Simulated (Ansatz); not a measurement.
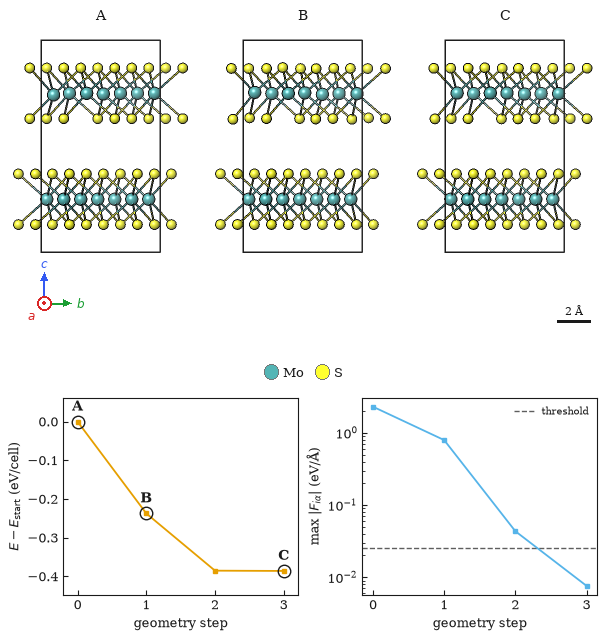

Frames of a relaxation of a defect cell of composition Mo$_{14}$S$_{27}$, marked on the history of the run. A ball-and-stick model of the cell of the calculation, seen along the a axis.

Case: S vacancy (site f), charge +0, atoms relaxed at the host's cell.

Computed with Ansatz, DFT r2SCAN, scalar-relativistic, plane waves, PAW. (plane-wave cutoff 500 eV; k-point mesh 2 × 2 × 2; occupations gaussian; smearing width 0.01 eV; no spin polarisation; atoms relaxed in a fixed cell; force threshold 0.025 eV/Å; at most 45 steps)

Q: Describe the path.

A: A Mo atom moves most: 0.13 Å along [2 −1 3]. By element the largest moves are Mo 0.13 Å, S 0.08 Å. The cell doesn't change. Some distances before and after: Mo–S 2.536 → 2.390 Å, Mo–S 2.316 → 2.401 Å, Mo–S 2.448 → 2.372 Å, Mo–S 2.449 → 2.393 Å. Among the angles between lasting bonds that change: S–Mo–S 79.7° → 83.7°, S–Mo–S 84.5° → 81.2°, S–Mo–S 77.6° → 80.8°. Over 3 geometry steps the energy falls by 0.386 eV per cell of the calculation. Largest force component: 2.3 eV/Å at the start, 0.0076 eV/Å at the end. From step 0 to 1: a Mo atom moves most (0.20 Å), energy −0.237 eV per cell of the calculation. From step 1 to 3: an S atom moves most (0.08 Å), energy −0.149 eV per cell of the calculation.

```tsv
step	E − E(0), meV/atom	largest force component, eV/Å
0	0.00	2.2945
1	-5.79	0.7917
2	-9.39	0.0433
3	-9.41	0.0076
```

Limits of the set-up: the periodic images lie only 8.4 Å apart, so the values are limited by the cell's size.
